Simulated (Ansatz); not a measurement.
## Electronic structure of Ta₂H₃ in real space

```
Ta H
1.0
     5.21985    0.00000    0.02131
     0.00000    2.87493    0.00000
    -0.07804    0.00000    5.11709
Ta H
4 6
Direct
  0.16531 0.50000 0.26478
  0.66531 0.00000 0.26478
  0.33469 0.00000 0.73522
  0.83469 0.50000 0.73522
  0.00000 0.00000 0.50000
  0.50000 0.50000 0.50000
  0.16173 0.50000 0.89480
  0.66173 0.00000 0.89480
  0.33827 0.00000 0.10520
  0.83827 0.50000 0.10520
```

Space group C2/m; a structure generated by program, which may or may not match a known phase; changed on purpose from its base cell (volume × 0.88, shape and atoms relaxed); computed pressure about 34 GPa in this cell; computed without spin polarisation.

Computed with DFT PBE, scalar-relativistic, plane waves, PAW in Ansatz 0.2.0.

In a PAW calculation such maps are meaningful between the atoms, not at the nuclei.

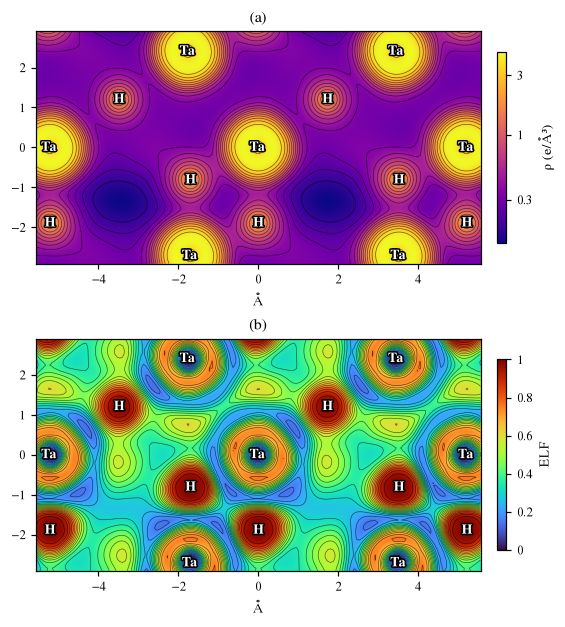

Figure 1. (a) valence pseudo-density; (b) electron localisation function on the (010) plane of the conventional cell.

Describe what can be read from this map.

Answer. The section cuts through Ta and H sites. Ta–H (1.89 Å): the density is about 0.88 e/Å³ at the midpoint; the ELF climbs to about 1 towards the hydrogen. Ta–H (2.11 Å): ρ is about 0.48 e/Å³ halfway; the ELF climbs to about 0.95 towards the hydrogen. Ta–Ta (2.98 Å): the density is about 0.3 e/Å³ at the midpoint; the ELF is about 0.40 at the midpoint. Between the atoms the lowest density in this plane is 0.14 e/Å³. The features right at Ta lie inside the PAW spheres, where the map follows smoothed inner orbitals and isn't to be read closely.

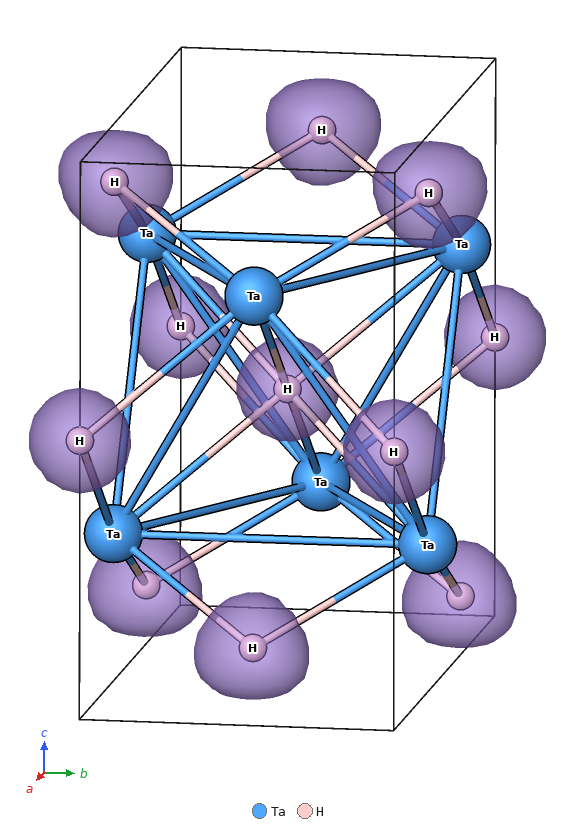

Figure 2. Isosurface of the electron localisation function at 0.8 (purple), seen slightly off an axis. Only the valence region is drawn (cores and ρ < 0.01 e/Å³ removed). Sticks mark near contacts.

What do the ELF domains correspond to?

Answer. At this value the surface marks out six regions around hydrogen nuclei, counted in one cell of 10 atoms. Regions shared between cells count once. Profiles from the grid: Ta–H (1.88 Å): the ELF climbs to about 1 towards the hydrogen. Ta–Ta (2.87 Å): the ELF is about 0.35 at the midpoint.

Metal or insulator at this level of theory?

Answer. It is gapless in this calculation (a metal or semimetal).
